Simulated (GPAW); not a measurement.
# How the functional moves the magnetism of zigzag Co chain, bond 2.185 A, part 2 of 2

Two starts of zigzag Co chain, bond 2.185 A are run at each set of the functional. What moves?

GPAW 26.7.0; several functionals; plane waves with GPAW's PAW setups, scalar-relativistic.

So far, largest spin moment in the augmentation sphere (μB): step 2 (rung 1 (LDA), start ferro ++) 1.98; step 4 (PBE) 2.03; step 5 (PBE, antiferromagnetic, start moments [2.0, -2.0] μB) 1.52; step 6 (revPBE) 2.04; step 7 (revPBE, antiferromagnetic, start moments [2.0, -2.0] μB) 1.55.

## 8. Set 4 (RPBE), start ferro ++

Level of this step: RPBE; plane waves with GPAW's PAW setups, scalar-relativistic (GPAW).

Input file order1.py:

```python
import json
import numpy as np
from ase import Atoms
from ase.parallel import paropen, parprint
from gpaw import GPAW

atoms = Atoms(['Co', 'Co'],
    cell=[[12.0, 0.0, 0.0],
         [0.0, 12.0, 0.0],
         [0.0, 0.0, 2.622]],
    scaled_positions=[[0.42716667, 0.5, 0.0],
         [0.57283333, 0.5, 0.5]],
    pbc=True,
    magmoms=[2.0, 2.0])
atoms.calc = GPAW(mode={'name': 'pw', 'ecut': 600},
    xc='RPBE',
    kpts={'size': (1, 1, 10), 'gamma': True},
    occupations={'name': 'fermi-dirac', 'width': 0.1},
    convergence={'density': 1e-05, 'energy': 1e-05},
    maxiter=200,
    symmetry={'tolerance': 1e-4},
    txt='order1.txt')
e = atoms.get_potential_energy(force_consistent=True)
res = {'free_energy': e, 'energy_sigma0': atoms.get_potential_energy(), 'fermi_energy': atoms.calc.get_fermi_level()}
res['moments'] = atoms.get_magnetic_moments().tolist()
res['total'] = atoms.get_magnetic_moment()
parprint('site moments (muB):', np.round(res['moments'], 3))
parprint(f"total moment: {res['total']:.3f} muB")
parprint(f'free energy: {e:.6f} eV')
atoms.calc.write('order1.gpw')
with paropen('results.json', 'w') as f:
    json.dump(res, f)
```

Launch:

```
OMP_NUM_THREADS=1 python3 order1.py > order1.log
```

Log:

```text
site moments (muB): [2.041 2.041]
total moment: 4.497 muB
free energy: -11.259540 eV

--- order1.txt ---
Input parameters:
  mode=PW(ecut=600),
  convergence={'density': 1e-05, 'energy': 1e-05},
  kpts=MonkhorstPack(size=(1, 1, 10), gamma=True),
  maxiter=200,
  occupations=Occupations(name='fermi-dirac', width=0.1),
  symmetry=Symmetry(tolerance=0.0001),
  xc=XC(name='RPBE')

Diagonalizing LCAO Hamiltonian
[...]
|          3 |        -6.185 |     1.000 |        -4.402 |     1.000 |
|          4 |        -5.729 |     1.000 |        -4.308 |     1.000 |
[...]
|         14 |         0.667 |     0.000 |         0.817 |     0.000 |
|         15 |         0.694 |     0.000 |         1.108 |     0.000 |
|         16 |         1.324 |     0.000 |         1.540 |     0.000 |
|         17 |         1.455 |     0.000 |         1.675 |     0.000 |

No gap
No difference between direct/indirect transitions


[key lines of the parts left out:]
Free energy:     -11.259540
Converged in 22 steps
dipole moment: (0.000000, -0.000010, -6.999701)  # |e|*Ang
Fermi level: -3.064
```

The job ended after 63 s (1 MPI rank of Intel Xeon Platinum 8488C (Sapphire Rapids), shared host; peak memory 0.38 GiB).

This step gave:

* magnetization: 4.497 μB
* final state: ferromagnetic
* largest moment: 2.041 μB

The largest moment is that of set 3, at 0.92 times its CPU time.

## 9. Set 4 (RPBE), start antiferro +-

Input file order2.py:

```python
import json
import numpy as np
from ase import Atoms
from ase.parallel import paropen, parprint
from gpaw import GPAW

atoms = Atoms(['Co', 'Co'],
    cell=[[12.0, 0.0, 0.0],
         [0.0, 12.0, 0.0],
         [0.0, 0.0, 2.622]],
    scaled_positions=[[0.42716667, 0.5, 0.0],
         [0.57283333, 0.5, 0.5]],
    pbc=True,
    magmoms=[2.0, -2.0])
atoms.calc = GPAW(mode={'name': 'pw', 'ecut': 600},
    xc='RPBE',
    kpts={'size': (1, 1, 10), 'gamma': True},
    occupations={'name': 'fermi-dirac', 'width': 0.1},
    convergence={'density': 1e-05, 'energy': 1e-05},
    maxiter=200,
    symmetry={'tolerance': 1e-4},
    txt='order2.txt')
e = atoms.get_potential_energy(force_consistent=True)
res = {'free_energy': e, 'energy_sigma0': atoms.get_potential_energy(), 'fermi_energy': atoms.calc.get_fermi_level()}
res['moments'] = atoms.get_magnetic_moments().tolist()
res['total'] = atoms.get_magnetic_moment()
parprint('site moments (muB):', np.round(res['moments'], 3))
parprint(f"total moment: {res['total']:.3f} muB")
parprint(f'free energy: {e:.6f} eV')
atoms.calc.write('order2.gpw')
with paropen('results.json', 'w') as f:
    json.dump(res, f)
```

Launch:

```
OMP_NUM_THREADS=1 python3 order2.py > order2.log
```

Log:

```text
site moments (muB): [ 1.56 -1.56]
total moment: 0.000 muB
free energy: -10.525391 eV

--- order2.txt ---
Input parameters:
  mode=PW(ecut=600),
  convergence={'density': 1e-05, 'energy': 1e-05},
  kpts=MonkhorstPack(size=(1, 1, 10), gamma=True),
  maxiter=200,
  occupations=Occupations(name='fermi-dirac', width=0.1),
  symmetry=Symmetry(tolerance=0.0001),
  xc=XC(name='RPBE')

Diagonalizing LCAO Hamiltonian
[...]
|          3 |        -5.350 |     1.000 |        -5.350 |     1.000 |
|          4 |        -5.167 |     1.000 |        -5.167 |     1.000 |
[...]
|         11 |        -2.252 |     0.001 |        -2.252 |     0.001 |
|         12 |        -1.904 |     0.000 |        -1.904 |     0.000 |
|         13 |        -0.651 |     0.000 |        -0.651 |     0.000 |
|         14 |         0.915 |     0.000 |         0.915 |     0.000 |

No gap
No difference between direct/indirect transitions


[key lines of the parts left out:]
Free energy:     -10.525391
Converged in 29 steps
dipole moment: (-0.000029, -0.000010, -6.985760)  # |e|*Ang
Fermi level: -2.988
```

Wall time 71 s (1 MPI rank); peak memory 0.37 GiB.

Numbers from this step:

```
magnetization  : 0 μB
final state    : antiferromagnetic
largest moment : 1.560 μB
```

This start lies +367.1 meV a seeded atom from the first, a change of -5.2 meV since set 3; its largest moment is 1.56 μB.

## 10. Set 5 (TPSS), start ferro ++

order1.py is the script of step 8 with these lines changed:

```diff
@@ -15,3 +15,3 @@
 atoms.calc = GPAW(mode={'name': 'pw', 'ecut': 600},
-    xc='RPBE',
+    xc='TPSS',
     kpts={'size': (1, 1, 10), 'gamma': True},
@@ -20,2 +20,3 @@
     maxiter=200,
+    eigensolver='davidson',
     symmetry={'tolerance': 1e-4},
```

Launch:

```
OMP_NUM_THREADS=1 python3 order1.py > order1.log
```

Log:

```text
site moments (muB): [2.042 2.042]
total moment: 4.503 muB
free energy: -26.098994 eV

--- order1.txt ---
Input parameters:
  mode=PW(ecut=600),
  convergence={'density': 1e-05, 'energy': 1e-05},
  eigensolver=Davidson(niter=2),
  kpts=MonkhorstPack(size=(1, 1, 10), gamma=True),
  maxiter=200,
  occupations=Occupations(name='fermi-dirac', width=0.1),
  symmetry=Symmetry(tolerance=0.0001),
  xc=XC(name='TPSS')

[...]
|          3 |        -6.306 |     1.000 |        -4.521 |     1.000 |
|          4 |        -5.641 |     1.000 |        -4.412 |     1.000 |
[...]
|         14 |         0.764 |     0.000 |         0.911 |     0.000 |
|         15 |         0.814 |     0.000 |         1.315 |     0.000 |
|         16 |         1.410 |     0.000 |         1.608 |     0.000 |
|         17 |         1.549 |     0.000 |         1.753 |     0.000 |

No gap
No difference between direct/indirect transitions


[key lines of the parts left out:]
Free energy:     -26.098994
Converged in 25 steps
dipole moment: (-0.000015, -0.000010, -7.026087)  # |e|*Ang
Fermi level: -3.178
```

Elapsed: 3 min, on 1 MPI rank; peak memory 0.48 GiB.

This step gave:

```yaml
magnetization: 4.503 μB
final_state: ferromagnetic
largest_moment: 2.042 μB
```

The largest moment is that of set 4, at 2.8 times its CPU time.

## 11. Set 5 (TPSS), start antiferro +-

order2.py is the script of step 9 with these lines changed:

```diff
@@ -15,3 +15,3 @@
 atoms.calc = GPAW(mode={'name': 'pw', 'ecut': 600},
-    xc='RPBE',
+    xc='TPSS',
     kpts={'size': (1, 1, 10), 'gamma': True},
@@ -20,2 +20,3 @@
     maxiter=200,
+    eigensolver='davidson',
     symmetry={'tolerance': 1e-4},
```

Launch:

```
OMP_NUM_THREADS=1 python3 order2.py > order2.log
```

Log:

```text
site moments (muB): [ 1.587 -1.587]
total moment: 0.000 muB
free energy: -25.519336 eV

--- order2.txt ---
Input parameters:
  mode=PW(ecut=600),
  convergence={'density': 1e-05, 'energy': 1e-05},
  eigensolver=Davidson(niter=2),
  kpts=MonkhorstPack(size=(1, 1, 10), gamma=True),
  maxiter=200,
  occupations=Occupations(name='fermi-dirac', width=0.1),
  symmetry=Symmetry(tolerance=0.0001),
  xc=XC(name='TPSS')

[...]
|          3 |        -5.391 |     1.000 |        -5.391 |     1.000 |
|          4 |        -5.204 |     1.000 |        -5.204 |     1.000 |
[...]
|         11 |        -2.218 |     0.001 |        -2.218 |     0.001 |
|         12 |        -1.836 |     0.000 |        -1.836 |     0.000 |
|         13 |        -0.539 |     0.000 |        -0.539 |     0.000 |
|         14 |         0.827 |     0.000 |         1.100 |     0.000 |

No gap
No difference between direct/indirect transitions


[key lines of the parts left out:]
Free energy:     -25.519336
Converged in 29 steps
dipole moment: (-0.000010, -0.000010, -7.011043)  # |e|*Ang
Fermi level: -2.969
```

The job ended after 2.8 min (1 MPI rank; peak memory 0.47 GiB).

Numbers from this step:

| Quantity | Value |
| --- | --- |
| magnetization | 0 μB |
| final state | antiferromagnetic |
| largest moment | 1.587 μB |

This start lies +289.8 meV a seeded atom from the first, a change of -77.2 meV since set 4; its largest moment is 1.59 μB.

## 12. Another try

A slip in the input shows what the program catches and what it lets pass.

run.py, as its differences from order2.py of step 11:

```diff
@@ -13,5 +13,5 @@
     pbc=True,
-    magmoms=[2.0, -2.0])
+    magmoms=[2.0, 2.0])
 atoms.calc = GPAW(mode={'name': 'pw', 'ecut': 600},
-    xc='TPSS',
+    xc='PBE',
     kpts={'size': (1, 1, 10), 'gamma': True},
@@ -19,6 +19,6 @@
     convergence={'density': 1e-05, 'energy': 1e-05},
-    maxiter=200,
-    eigensolver='davidson',
+    maxiter=60,
+    mixer={'name': 'pulay', 'beta': 0.002, 'nmaxold': 1, 'weight': 100},
     symmetry={'tolerance': 1e-4},
-    txt='order2.txt')
+    txt='run.txt')
 e = atoms.get_potential_energy(force_consistent=True)
@@ -30,3 +30,3 @@
 parprint(f'free energy: {e:.6f} eV')
-atoms.calc.write('order2.gpw')
+atoms.calc.write('run.gpw')
 with paropen('results.json', 'w') as f:
```

Launch:

```
OMP_NUM_THREADS=1 python3 run.py > run.log
```

Log:

```text
gpaw.KohnShamConvergenceError

--- run.txt ---
Input parameters:
  mode=PW(ecut=600),
  convergence={'density': 1e-05, 'energy': 1e-05},
  kpts=MonkhorstPack(size=(1, 1, 10), gamma=True),
  maxiter=60,
  mixer=Pulay(name='pulay', nmaxold=1, beta=0.002, weight=100, sigma=0.015, g_ss=None),
  occupations=Occupations(name='fermi-dirac', width=0.1),
  symmetry=Symmetry(tolerance=0.0001),
  xc=XC(name='PBE')

Diagonalizing LCAO Hamiltonian
Converting LCAO to pw mode
        .----------------------------.
       /|                            |
      / |                            |
     /  .----------------------------.
    /  /                            /
   /  /              Co            /
  /  /                            /
 *  /            Co              /
 | /                            /
 |/                            /
 *----------------------------*

Atoms  # Å, Bohr magnetons
|   | symbol |        x |        y |        z |    initial magnetic moments |
|---|--------|----------|----------|----------|-----------------------------|
| 0 |     Co | 5.126000 | 6.000000 | 0.000000 | ( 0.0000,  0.0000,  2.0000) |
| 1 |     Co | 6.874000 | 6.000000 | 1.311000 | ( 0.0000,  0.0000,  2.0000) |

Number of symmetries: 4

BZ-sampling:
  Number of BZ points: 10
  Number of IBZ points: 6

  Monkhorst-Pack size: [1, 1, 10]
  Monkhorst-Pack shift: [0.0, 0.0, 0.05]

Plane wave coefficients: 12610
Cutoff: 600.0 eV

Spin-components: 2 (collinear spins)
Bands:           18
Projectors:      12
Spin-degeneracy: 1
Datatype:        complex128

Parallelization:
  kpt:    1
  domain: 1
  band:   1

Density:
  Valence electrons: 18.0
  Components: 2
  Grid points: [70 70 15]
  Charge: 0.0  # |e|

Potential:
  Grid points: [70 70 15]

[... setups left out ...]
Reference energy: -75805.419811  # eV

convergence criteria:
- Maximum integral of absolute [dens]ity change: 1e-05 electrons / valence electron
- Maximum [total energy] change in last 3 cyles: 1e-05 eV / valence electron
- Maximum integral of absolute [eigenst]ate change: 4e-08 eV^2 / valence electron
maximum number of iterations: 60

SCF iterations
|iter     |      energy | eigst |  dens |  magmom |
|---------|-------------|-------|-------|---------|
|iter:   1|       0s |  -13.888941 | +0.35 |       |  +4.0063|
|iter:   2|       3s |  -13.889277 | -1.14 | -0.70 |  +4.0051|
|iter:   3|       6s |  -13.855836 | -2.31 | -0.70 |  +4.0039|
|iter:   4|       9s |  -13.819900 | -3.04 | -0.70 |  +4.0027|
|iter:   5|      11s |  -13.784115 | -3.90 | -0.71 |  +4.0016|
|iter:   6|      14s |  -13.748760 | -4.28 | -0.71 |  +4.0004|
[...]
[... 40 iterations left out ...]
[...]
|iter:  57|     155s |  -12.492759 | -4.62 | -0.85 |  +3.9521|
|iter:  58|     158s |  -12.476689 | -4.62 | -0.85 |  +3.9515|
|iter:  59|     161s |  -12.460868 | -4.63 | -0.85 |  +3.9508|
|iter:  60|     163s |  -12.445290 | -4.63 | -0.86 |  +3.9502|
```

It took 2.8 min on 1 MPI rank; peak memory 0.33 GiB.

No converged result was reached; the numbers in the log don't describe the system.

The fault put into the input: mixing far too weak.

Each cycle moves so little that the limit comes first; a larger step or a mixer with history is the cure.

## 13. Side by side

List, by row:

```
set  functional  state from the first start  state from the second start  second less first (meV a seeded atom)  moment, first (μB)  moment, second (μB)  CPU time (s)
   1         LDA               ferromagnetic            antiferromagnetic                                  375.9               1.978                1.256         402.4
   2         PBE               ferromagnetic            antiferromagnetic                                  386.3               2.027                1.525         123.4
   3      revPBE               ferromagnetic            antiferromagnetic                                  372.3               2.038                1.553         132.2
   4        RPBE               ferromagnetic            antiferromagnetic                                  367.1               2.041                 1.56         134.3
   5        TPSS               ferromagnetic            antiferromagnetic                                  289.8               2.042                1.587         345.8
```

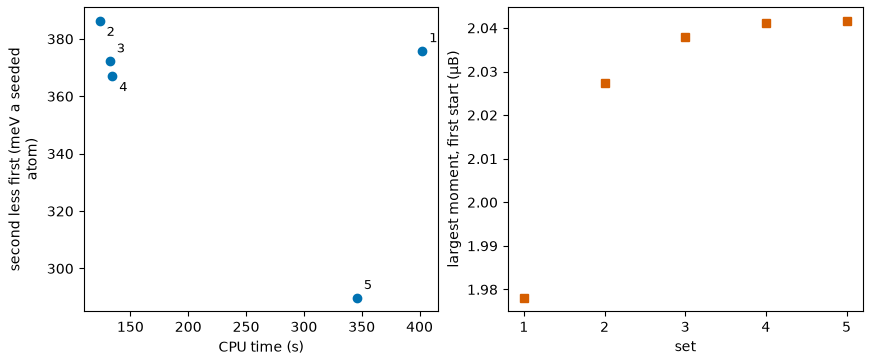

Result against cost, sets numbered as in the table, and the moment by set.

## 14. Summary of results

```json
{
  "range of the moment in the table, first start": "1.98 to 2.04 μB",
  "range of CPU time": "2.1 min to 6.7 min",
  "range of the energy difference": "290 to 386 meV a seeded atom"
}
```

In words: For the first start the functionals give moments from 1.98 to 2.04 μB and energy differences from 290 to 386 meV a seeded atom; all use the same cell, so differences in their own lattice constants don't enter. The first start ends lower on every set of the table. The other start's moment moves more, from 1.3 to 1.59 μB.

[Logs and program files are shortened in this print: banners, set-up blocks, solver, clock and traceback lines can be left out without a mark of their own.]

[Logs are printed without paths, hosts, clocks, repeated set-up lines and the standing remarks that a program may print on its own settings, such as how far it seeks lower states.]

[Hosts, paths, dates, database ids (printed as entryN), source tags and the programs' standing remarks are cut or masked in the printed files.]

[Where a cell is said to come from a database of computed structures, the database is the Materials Project.]
